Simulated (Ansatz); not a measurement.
The crystal is MgI2 (layers cut from the bulk crystal).

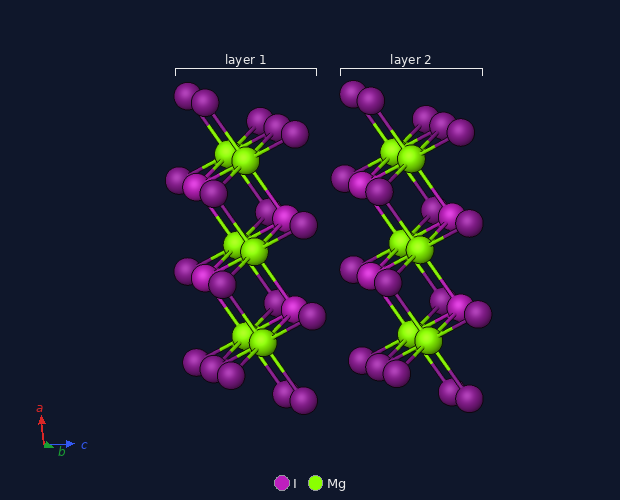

The structure (iodine pink, magnesium green). 2×1×1 cells are drawn. Some periodic images of atoms are drawn too.

The cell holds 6 atoms: 4 I and 2 Mg. Cell: a = 4.130 Å, b = 4.130 Å, c = 43.600 Å, α = 90.0°, β = 90.0°, γ = 120.0°. It derives from MgI2. Regions: layer 1, 3 atoms (2 I and 1 Mg); layer 2, 3 atoms (2 I and 1 Mg). Vacuum lies along c.

```xyz
6
Lattice="4.1297 0.0000 0.0000 -2.0648 3.5764 0.0000 0.0000 0.0000 43.6000" Properties=species:S:1:pos:R:3
I     2.0648    1.1921   16.6975
Mg    0.0000    0.0000   18.3786
I     0.0000    2.3843   20.0557
I     2.0648    1.1921   23.5443
Mg    0.0000    0.0000   25.2214
I     0.0000    2.3843   26.9025
```

The structure was relaxed with PBE-D3(BJ). At the settings of the band run the largest force is still 0.10 eV/Å. The runs that relaxed it are not among those shown. Spin-orbit coupling is left out unless a run names it.

Gaps computed with Ansatz 0.2.0 without a self-energy: PBE 3.60 eV, PBE+SOC 3.24 eV and HSE06 4.55 eV.

Q: What gap should G0W0 on PBE give (6×6×1 mesh, 766 empty bands, screening to 65 eV, PAW set soft_1 files)?

About 5.49 eV: on its mesh the run moves the gap from 3.60 eV by +1.89 eV. Among the scalar-relativistic levels given, HSE06 is nearest (−0.94 eV). Spin-orbit coupling is not in that value; its −0.35 eV at the PBE level would bring it to about 5.13 eV. Bands and cutoff are finite, so the gap is not at the basis limit. The miss can reach some tenths of an eV and take either sign; the mesh is an error of its own. The mesh in the plane is coarse for a sheet; gap and any exciton binding can still move on denser ones. The many-body steps are scalar-relativistic: spin-orbit coupling is not in them.

[Paths, hosts, dates, memory and timing lines, banners, echoed tables and standing remarks are left out of the program output.]

[Logs are printed without paths, hosts, clocks, repeated set-up lines and the standing remarks that a program may print on its own settings, such as how far it seeks lower states.]

[Runs of the session that timed out or met a known fault of the program may be left out.]

[Cells called generated may have been cut or substituted from an entry of the Crystallography Open Database or the Materials Project.]

[Hosts, paths, dates, database ids (printed as entryN), source tags and the programs' standing remarks are cut or masked in the printed files.]
